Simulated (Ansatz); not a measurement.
# How well the gap of LaBiS2O (P4/nmm) can be computed, part 2 of 2

Aim: a best estimate of the quasiparticle gap of LaBiS2O (P4/nmm), with each correction and its cost laid out.

Ansatz 0.2.0; density functionals, hybrids, G0W0, plane waves, PAW. Known limits of the many-body steps: not at the basis limit; f levels unsure; no spin-orbit coupling; coarse k mesh.

So far. Step 5 (HSE06+SOC): The gap stands −0.48 eV against HSE06. Step 6 (G0W0, 6×6×2 mesh, 695 empty bands, screening to 120 eV …): The gap on the mesh goes from 0.83 eV to 1.19 eV, a correction of +0.36 eV. Between the two edge states, bare exchange in place of the xc potential would open the gap by 4.15 eV, and correlation takes back 3.79 eV.

In doubt: masses and optical values from hybrid runs of this build are listed as unsure (step 8), which bears on the screening that GW takes from such a start.

### 7. G0W0, 6×6×2 mesh, 1497 empty bands, screening to 200 eV, hard PAW files

Level of this step: G0W0 on LDA, plane waves, PAW (Ansatz).

Another rung: the empty bands reach about as high as the screening cutoff, so the two stay in balance.

Contents of input.yaml:

```yaml
crystal:
  lattice:
    - [4.055497, 0.0, 0.0]
    - [0.0, 4.055497, 0.0]
    - [0.0, 0.0, 14.173265]
  atoms:
    - { symbol: La, position: [0.5, 0.0, 0.587742] }
    - { symbol: La, position: [0.0, 0.5, 0.412258] }
    - { symbol: Bi, position: [0.0, 0.5, 0.867775] }
    - { symbol: Bi, position: [0.5, 0.0, 0.132225] }
    - { symbol: S, position: [0.5, 0.0, 0.89002] }
    - { symbol: S, position: [0.0, 0.5, 0.10998] }
    - { symbol: S, position: [0.0, 0.5, 0.690201] }
    - { symbol: S, position: [0.5, 0.0, 0.309799] }
    - { symbol: O, position: [0.0, 0.0, 0.5] }
    - { symbol: O, position: [0.5, 0.5, 0.5] }
kpoints:
  mp_grid: { grid: [6, 6, 2] }
hamiltonian:
  xc: lda
  pseudopotentials: { kind: paw, source: ansatz }
scf:
  occupations: { method: fixed }
gw:
  n_empty_bands: 1497
  ecut_chi: 200.0
  qp_bands: [v3, c3]
  qp_kpoints: band_edges
  screening: { model: contour_deformation }
```

The run is started by

```
$ ansatz run input.yaml --threads 16 --pin off --max-ram 82944MiB --backend cuda --events-out ev --progress --plain --runs-dir out --devices 1 --max-vram 78GiB
```

Numbers of over 12 decimals in the logs are rounded to 6 here.

Log:

```text
GPUs: using 1 of 1 available (devices: 1).
[...]
Crystal: 10 atoms, lattice volume = 233.108 Å³
Basis set: ecut = 930 eV, 15035 PW (Γ)
Bands: 63, of which v1, the nominal top of the filled ones, is band 52 counted from 1 (51 counted from 0)
Symmetry: 16 space group operations
[...]
k-points: 20 of 72
[...]
SCF iter   1: F=—  HF=-48323.831397 eV  |F-HF|=—  |Δ(HF+E_count)|=         —  Δρ=5.29e-2  dr2=1.63e1  ethr=3.10e-3  ⟨swp⟩=4.4  Hψ=4590  notcnv=0  defer=49
[...]
SCF iter   6: F=—  HF=-48320.905439 eV  |F-HF|=—  |Δ(HF+E_count)|=   1.62e-3  Δρ=4.95e-4  dr2=7.52e-4  ethr=9.82e-6  ⟨swp⟩=4.0  Hψ=2184  notcnv=0  defer=181
[...]
SCF iter   8: F=—  HF=-48320.905430 eV  |F-HF|=—  |Δ(HF+E_count)|=   9.97e-6  Δρ=4.55e-5  dr2=7.83e-6  ethr=1.05e-7  ⟨swp⟩=2.0  Hψ=1511  notcnv=0  defer=179
[...]
SCF iter  10: F=-48320.905427 eV  HF=-48320.905427 eV  |F-HF|=2.04e-8  |Δ(HF+E_count)|=   2.03e-8  Δρ=3.51e-6  dr2=4.97e-8  ethr=9.62e-11  ⟨swp⟩=33.1  Hψ=9622  notcnv=0
SCF 1 converged in 10 iterations: F = -48320.905427 eV  dr2 = 4.97e-8
[...]
SCF converged after 10 iterations
[...]
5    53      9.6049   -10.9116    -3.4154   -14.5275  0.7475     9.8068     9.8054  root
     5    54      9.9279   -10.7125    -3.6926   -14.6109  0.7369    10.1357    10.1337  root
     5    55      9.9725   -10.3876    -3.6718   -14.3067  0.7457    10.2219    10.2198  root
     6    50      7.2079   -19.0934     2.5761   -16.0588  0.6982     6.7423     6.7493  root
     6    51      7.8615   -16.8921     0.6090   -16.0324  0.7321     7.6089     7.6108  root
     6    52      7.8615   -16.8921     0.6090   -16.0324  0.7321     7.6089     7.6108  root
     6    53      8.6968   -10.5320    -3.1322   -13.8201  0.7559     8.8533     8.8527  root
     6    54      8.6968   -10.5320    -3.1322   -13.8201  0.7559     8.8533     8.8527  root
     6    55      9.3175   -10.5790    -3.3280   -14.1375  0.7564     9.5496     9.5479  root
     7    50      7.1868   -19.2848     2.6525   -16.1749  0.6978     6.7224     6.7294  root
     7    51      7.8517   -16.8877     0.5885   -16.0514  0.7321     7.6019     7.6039  root
     7    52      7.8517   -16.8877     0.5885   -16.0514  0.7321     7.6019     7.6039  root
     7    53      8.7041   -10.4980    -3.1447   -13.8002  0.7558     8.8621     8.8615  root
     7    54      8.7041   -10.4980    -3.1447   -13.8002  0.7558     8.8621     8.8615  root
     7    55      9.3193   -10.5925    -3.3262   -14.1491  0.7563     9.5514     9.5497  root
     8    50      7.4354   -17.8493     2.3168   -15.0213  0.7026     6.9099     6.9242  root
     8    51      7.5727   -20.5722     2.8481   -17.2523  0.7082     7.0897     7.1009  root
     8    52      7.6080   -18.5345     1.8397   -16.2817  0.7170     7.1877     7.1949  root
     8    53      9.6900   -10.2557    -3.6240   -14.1191  0.7525     9.9314     9.9294  root
     8    54     10.0217   -10.5374    -3.7460   -14.5270  0.7412    10.2676    10.2653  root
     8    55     11.3017   -10.5289    -4.4547   -15.5647  0.7390    11.9014    11.8828  root
     9    50      7.4741   -18.3185     2.4193   -15.3876  0.7027     6.9483     6.9625  root
     9    51      7.4769   -18.0723     1.5223   -16.1803  0.7193     7.1018     7.1073  root
     9    52      7.5546   -20.6328     2.8792   -17.2819  0.7081     7.0716     7.0828  root
[...]
13    53     10.0673   -10.5457    -3.7740   -14.5304  0.7344    10.2796    10.2780  root
    13    54     10.0673   -10.5457    -3.7740   -14.5304  0.7344    10.2796    10.2780  root
    13    55     10.8175   -10.8801    -4.1942   -15.4494  0.7277    11.1948    11.1925  root
    18    50      6.7149   -24.8105     4.0886   -20.3317  0.7016     6.3180     6.3247  root
    18    51      7.1042   -18.3025     2.3719   -15.4617  0.7033     6.6241     6.6352  root
    18    52      7.1042   -18.3025     2.3719   -15.4617  0.7033     6.6241     6.6352  root
    18    53     11.4832   -10.7577    -4.9938   -16.5255  0.7357    12.3162    12.2573  root
    18    54     11.4832   -10.7577    -4.9938   -16.5255  0.7357    12.3162    12.2573  root
    18    55     12.0572   -16.1441    -8.6127   -27.5098  0.6975    14.9764    14.8102  root ?
```

Elapsed: 4.4 min, on 1 × NVIDIA GB200 (shared by 2 runs) with 16 threads of Arm Neoverse V2, shared host; peak memory 18 GiB; 11 min of CPU time.

Numbers from this step:

* bands summed: 1549
* RPA ε∞ on this mesh (eigenvalues): 7.379, 19.44, 19.44
* plane waves in the screening matrix: 1517
* q-points in the mesh: 72
* G0W0 gap on the mesh: 1.242 eV
* k of the valence top: 0, -0.5, 0
* k of the conduction bottom: 0, -0.5, 0
* starting gap on the mesh: 0.8295 eV
* Z at the valence top: 0.7321
* Z at the conduction bottom: 0.7559
* least direct G0W0 gap on the computed points: 1.242 eV

Against the run with 6×6×2 mesh, 695 empty bands, screening to 120 eV, hard PAW files, the gap moves by +0.05 eV.

Limits: finite bands, cutoff and mesh; f levels unsure; no spin-orbit coupling; coarse k mesh. v1 is the top filled band, c1 the lowest empty one. The levels before and after the correction (eV, zero at the valence-band top of each column):

|  | conduction bottom | valence top |
| --- | --- | --- |
| Kohn-Sham | 0.83 | 0.00 |
| G0W0 | 1.24 | 0.00 |

|  | level | occupation | energy (eV) |
| --- | --- | --- | --- |
| Kohn-Sham | (0 -0.5 0) v3 | 2 | -0.659 |
| Kohn-Sham | (0 -0.5 0) v2-v1 | 2 | -0.006 |
| Kohn-Sham | (0 -0.5 0) c1-c2 | 0 | 0.829 |
| Kohn-Sham | (0 -0.5 0) c3 | 0 | 1.450 |
| G0W0 | (0 -0.5 0) v3 | 2 | -0.862 |
| G0W0 | (0 -0.5 0) v2-v1 | 2 | 0.000 |
| G0W0 | (0 -0.5 0) c1-c2 | 0 | 1.242 |
| G0W0 | (0 -0.5 0) c3 | 0 | 1.937 |

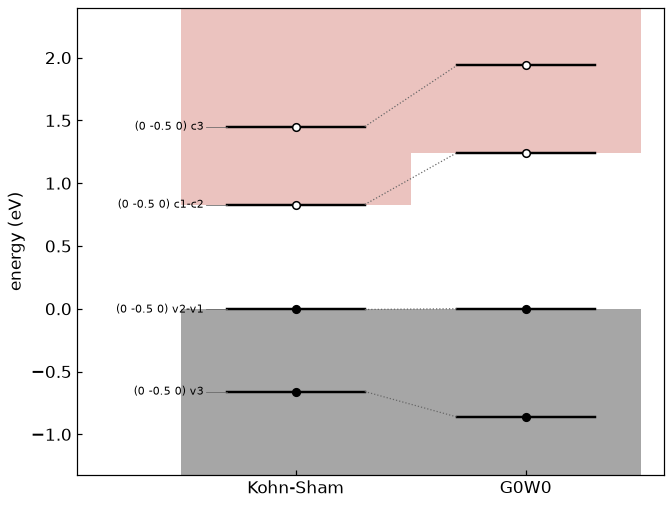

Levels before and after the correction. Shaded: valence and conduction bands. Filled marks are occupied levels, open marks empty ones.

How the two edges are built up, in eV (the quasiparticle level is the starting level plus Σx plus Σc less Vxc):

| run | edge | start | Σx | Σc | Vxc | Z | QP |
| --- | --- | --- | --- | --- | --- | --- | --- |
| 747 bands | valence top | 7.86 | -16.89 | 0.79 | -16.03 | 0.73 | 7.79 |
| 747 bands | conduction bottom | 8.70 | -10.53 | -3.00 | -13.82 | 0.76 | 8.98 |
| 1549 bands | valence top | 7.86 | -16.89 | 0.61 | -16.03 | 0.73 | 7.61 |
| 1549 bands | conduction bottom | 8.70 | -10.53 | -3.13 | -13.82 | 0.76 | 8.85 |

### 8. G0W0@HSE06, 6×6×2 mesh, 1497 empty bands, screening to 200 eV, hard PAW files

The same correction from a different start measures what one shot leaves open.

This step: G0W0 on HSE06, plane waves, PAW.

input.yaml, as its differences from that of step 7:

```diff
@@ -19,3 +19,3 @@
 hamiltonian:
-  xc: lda
+  xc: hse06
   pseudopotentials: { kind: paw, source: ansatz }
```

Log:

```text
GPUs: using 1 of 1 available (devices: 1).
[...]
Crystal: 10 atoms, lattice volume = 233.108 Å³
Basis set: ecut = 930 eV, 15035 PW (Γ)
Bands: 63, of which v1, the nominal top of the filled ones, is band 52 counted from 1 (51 counted from 0)
Symmetry: 16 space group operations
[...]
k-points: 20 of 72
[...]
3    52      7.3554   -19.6656     2.3673   -17.0525  0.7509     7.1081     7.1095  root
     3    53     11.7922    -9.4748    -4.0133   -13.3786  0.7630    11.6830    11.6827  root
     3    54     11.9993    -9.2108    -4.0822   -13.2674  0.7758    11.9737    11.9737  root
[...]
18    52      6.6733   -18.4088     2.1693   -16.0317  0.7427     6.4644     6.4655  root
    18    53     12.3456    -9.4816    -4.1417   -13.6328  0.7759    12.3551    12.3551  root
    18    54     12.3456    -9.4816    -4.1417   -13.6328  0.7759    12.3551    12.3551  root
    18    55     13.0772    -6.8710    -4.2389   -10.9597  0.7787    12.9275    12.9270  root
```

It took 14 min on 1 × NVIDIA GB200 (shared by 2 runs) with 16 threads; peak memory 20 GiB; 27 min of CPU time.

This step gave:

| Item | Value |
| --- | --- |
| bands summed | 1549 |
| RPA ε∞ on this mesh (eigenvalues) | 5.372, 11.60, 11.60 |
| plane waves in the screening matrix | 1517 |
| G0W0 gap on the mesh | 1.476 eV |
| k of the valence top | 0, -0.5, 0 |
| k of the conduction bottom | 0, -0.5, 0 |
| starting gap on the mesh | 1.346 eV |
| least direct G0W0 gap on the computed points | 1.476 eV |

Against the run with 6×6×2 mesh, 1497 empty bands, screening to 200 eV, hard PAW files on LDA, the gap moves by +0.23 eV, while the start moved by +0.52 eV.

### 9. G0W0@r2SCAN, 6×6×2 mesh, 1497 empty bands, screening to 200 eV, hard PAW files

This step: G0W0 on r2SCAN, plane waves, PAW.

input.yaml, as its differences from that of step 8:

```diff
@@ -19,3 +19,3 @@
 hamiltonian:
-  xc: hse06
+  xc: r2scan
   pseudopotentials: { kind: paw, source: ansatz }
```

Log:

```text
GPUs: using 1 of 1 available (devices: 1).
[...]
Crystal: 10 atoms, lattice volume = 233.108 Å³
Basis set: ecut = 1050 eV, 18023 PW (Γ), exchange–correlation on 192×192×720 points (64 copies of the dense FFT grid, shifted against one another)
Bands: 63, of which v1, the nominal top of the filled ones, is band 52 counted from 1 (51 counted from 0)
Symmetry: 16 space group operations
[...]
k-points: 20 of 72
[...]
5    53     10.0653   -10.5150    -3.3884   -13.8544  0.7645    10.0163    10.0162  root
     5    54     10.3663   -10.2222    -3.5495   -13.7961  0.7645    10.3908    10.3908  root
[...]
18    52      7.1108   -18.5757     2.4010   -15.7320  0.7233     6.6616     6.6681  root
    18    53     12.1001   -10.3236    -4.5228   -15.2162  0.7560    12.4742    12.4699  root
    18    54     12.1001   -10.3236    -4.5228   -15.2162  0.7560    12.4742    12.4699  root
    18    55     12.8150   -11.9872    -6.2329   -19.5413  0.7397    14.1810    14.1361  root
[key lines of the parts left out:]
SCF converged after 10 iterations
```

Wall time 3.5 min (1 × NVIDIA GB200 (shared by 2 runs) with 16 threads); peak memory 21 GiB.

Numbers from this step:

```yaml
bands_summed: 1549
rpa_eps_infinity_on_this_mesh_eigenvalues: 6.089, 13.92, 13.92
plane_waves_in_the_screening_matrix: 1517
g0w0_gap_on_the_mesh: 1.381 eV
k_of_the_valence_top: 0, -0.5, 0
k_of_the_conduction_bottom: 0, -0.5, 0
starting_gap_on_the_mesh: 1.143 eV
least_direct_g0w0_gap_on_the_computed_points: 1.381 eV
```

Against the run with 6×6×2 mesh, 1497 empty bands, screening to 200 eV, hard PAW files on HSE06, the gap moves by −0.10 eV, while the start moved by −0.20 eV.

### 10. The ladder

Times are wall times on 1 × NVIDIA GB200 (shared by 2 runs) with 16 threads of Arm Neoverse V2, shared host, good to a factor of about two. G0W0 rows are gaps on the mesh, lowered by the amount that the mesh misses the start's edges, a rough step that assumes the same correction there.

| level | gap (eV) | least direct gap (eV) | time |
| --- | --- | --- | --- |
| LDA | 0.83 | 0.83 | 1.5 s |
| LDA+SOC | 0.48 | 0.48 | 1.9 s |
| HSE06 | 1.35 | 1.35 | 11 s |
| HSE06+SOC | 0.87 | 0.87 | 41 s |
| G0W0@LDA (695 empty bands, hard PAW) | 1.19 | - | 79 s |
| G0W0@LDA (1497 empty bands, hard PAW) | 1.24 | - | 4.4 min |
| G0W0@HSE06 (1497 empty bands, hard PAW) | 1.48 | - | 14 min |
| G0W0@r2SCAN (1497 empty bands, hard PAW) | 1.38 | - | 3.5 min |

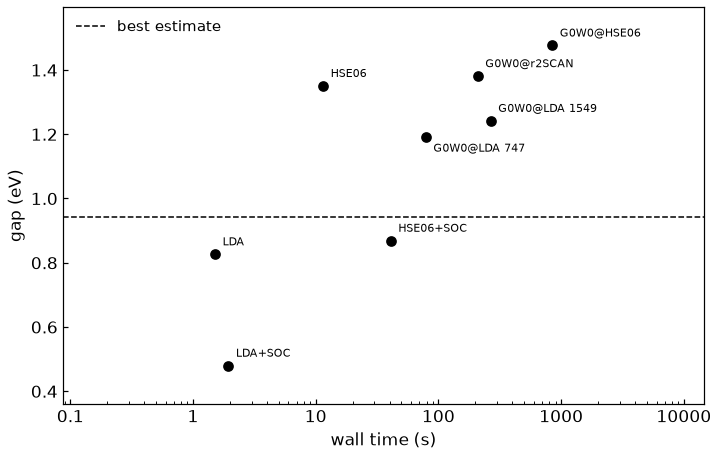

Result against wall time.

### 11. Adding up the best estimate

| term | eV | running total (eV) |
| --- | --- | --- |
| G0W0 on the mesh, top rung | 1.242 | 1.242 |
| to the limit, by a line in one over the bands through the two top rungs | +0.047 | 1.288 |
| spin-orbit change, from LDA | −0.347 | 0.942 |

Changes that are not added in, each against a run with equal bands and cutoff:

| change | eV |
| --- | --- |
| start HSE06 | +0.23 |
| start r2SCAN | +0.14 |

### 12. Results

```json
{"LDA gap": "0.83 eV, indirect (only 2 meV under the direct gap)", "HSE06": "1.35 eV", "G0W0, top rung on the mesh": "1.24 eV", "best estimate, G0W0@LDA with spin-orbit change": "0.94 eV", "GW settings of the top rung": "6×6×2 mesh, 1497 empty bands, screening to 200 eV, hard PAW files", "known limits": "one-shot GW, static lattice; one k mesh, untested; f levels unsure; coarse k mesh"}
```

What this shows: The best estimate for G0W0@LDA is 0.94 eV, direct on the mesh, against 0.48 eV at the start (both with spin-orbit coupling). The limit rests on the two highest rungs, unchecked by another pair. Of the changes left open the largest, +0.23 eV, comes from starting at HSE06. Among the functionals HSE06 comes nearest: +0.06 eV from the estimate without its spin-orbit term (1.29 eV). The coupling also moves a band edge to another k point, so its change of the gap does not carry over to G0W0 exactly. All runs took 24 min, 96 % of it in G0W0. The 6×6×2 mesh is coarse for this cell (its supercell is 24 Å along the shortest edge). The RPA ε∞ on it, from the LDA start, is 7.38 and 19.44; such meshes misread the long-range screening, most where the gap is narrow. Empty 4f levels lie among the conduction bands. Their place in the start is unsure; it enters the screening, and the edge itself where they lie low.

[Paths, hosts, dates, memory and timing lines, banners, echoed tables and standing remarks are left out of the program output.]

[Logs are printed without paths, hosts, clocks, repeated set-up lines and the standing remarks that a program may print on its own settings, such as how far it seeks lower states.]

[Runs of the session that timed out or met a known fault of the program may be left out.]

[Cells called generated may have been cut or substituted from an entry of the Crystallography Open Database or the Materials Project.]

[Hosts, paths, dates, database ids (printed as entryN), source tags and the programs' standing remarks are cut or masked in the printed files.]
